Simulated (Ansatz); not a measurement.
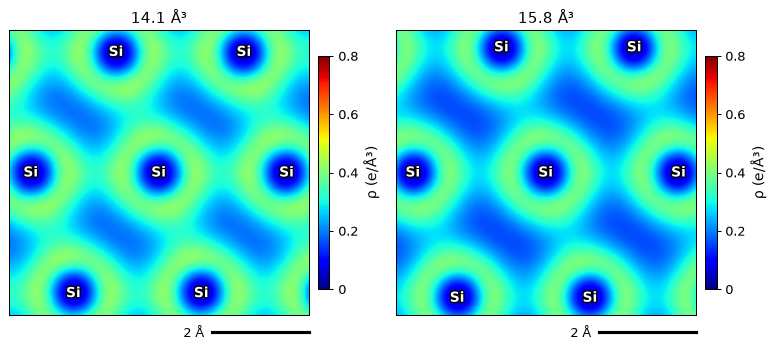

Si. The valence electron density of cells scaled evenly to different volumes (given per atom above each panel), on the (100) plane of each (indices in the axes of the cell below), at one length scale and on one colour scale.

A generated structure, not necessarily the stable one.

Computed with Ansatz, DFT, LDA (PW92), plane waves (420 eV) with PAW, scalar-relativistic.

Core electrons are frozen (PAW), and the valence fields are smoothed inside the atomic spheres.

The largest cell:

```
CELL_PARAMETERS angstrom
-1.58026 1.58026 1.58026
1.58026 -1.58026 1.58026
1.58026 1.58026 -1.58026
ATOMIC_POSITIONS crystal
Si 0.00000 0.00000 0.00000
```

| volume (Å³/atom) | Si–Si contact in the plane (Å) | ρ at its midpoint (e/Å³) | pressure (GPa) | 
| --- | --- | --- | --- |
| 14.09 | 2.636 | 0.322 | 0.2 | 
| 14.66 | 2.670 | ? | ? | 
| 15.78 | 2.737 | 0.277 | −9.0 | 

Question: What values belong in the row with question marks?

Answer: Over the known rows ln ρ falls by 1.49 per Å of Si–Si distance (the line through the two), which gives 0.306 e/Å³ at 2.670 Å; the calculation gives 0.306 e/Å³. For the pressure, a straight line in volume between the neighbouring rows gives −2.9 GPa; the calculation gives −3.5, lower because pressure rises ever faster on compression.
